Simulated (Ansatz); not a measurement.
SiO$_{2}$

```
Si O
1.0
     4.87455    0.00000    0.00000
     0.00000    4.87455    0.00000
     0.00000    0.00000    7.35379
Si O
4 8
Direct
  0.00000 0.00000 0.00000
  0.00000 0.50000 0.25000
  0.50000 0.50000 0.50000
  0.50000 0.00000 0.75000
  0.10683 0.25000 0.12500
  0.25000 0.60683 0.37500
  0.75000 0.39317 0.37500
  0.89317 0.75000 0.12500
  0.60683 0.75000 0.62500
  0.75000 0.10683 0.87500
  0.25000 0.89317 0.87500
  0.39317 0.25000 0.62500
```

Space group I-42d; a structure from a database of computed crystals, not necessarily the ambient phase; changed on purpose from its base cell (biaxial strain in the a-b plane, c and atoms relaxed: -1.5 %).

These are results of DFT r2SCAN, scalar-relativistic, plane waves, PAW (Ansatz 0.2.0), not measurements.

Core electrons are frozen (PAW), and the valence fields are smoothed inside the atomic spheres.

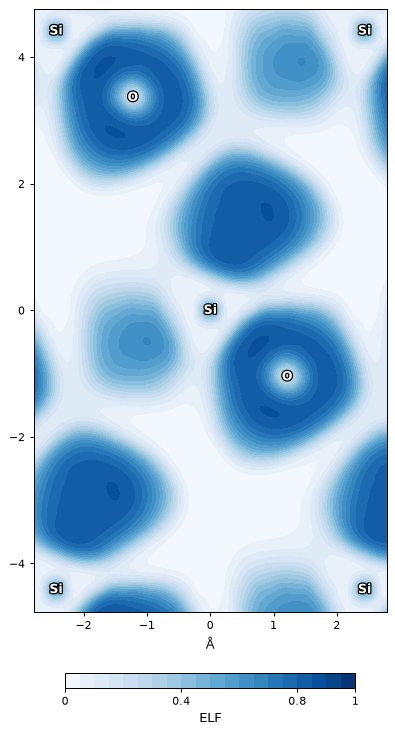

Figure 1. ELF on the (101̄) plane of the conventional cell.

> Describe what can be read from this map.

- The section cuts through Si and O sites.
- Atoms just off the plane (O, 0.5 Å away) can leave unmarked features too.
- Si–O (1.61 Å): the ELF peaks at about 0.85 between the atoms (a short, strongly polar bond).
- The ELF also peaks beside O, away from the bonds: lone-pair regions.

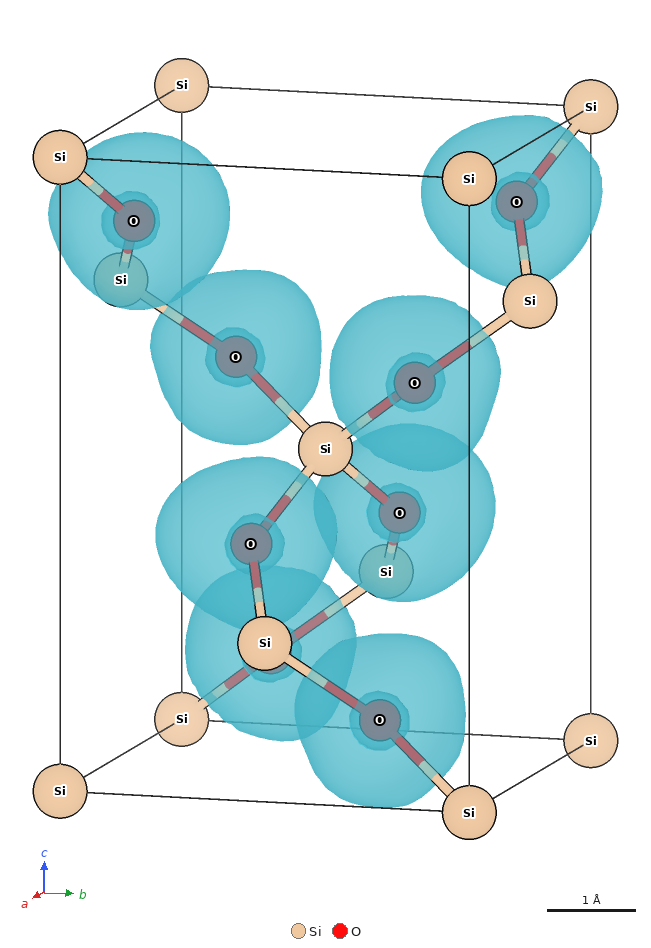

Figure 2. Isosurface of the ELF at 0.65 (cyan), seen slightly off an axis. Only the valence region is drawn (cores and ρ < 0.01 e/Å³ removed). Sticks mark near contacts.

> What do the ELF domains correspond to?

The ELF exceeds this value in eight regions on O in which the atom's valence shell and bonds are merged, counted in one cell of 12 atoms. Regions shared between cells count once.

> Metal or insulator at this level of theory?

It is gapped, with a Kohn–Sham gap of 6.6 eV on the k-point mesh (the band edges may lie off the mesh, which would make the gap smaller).
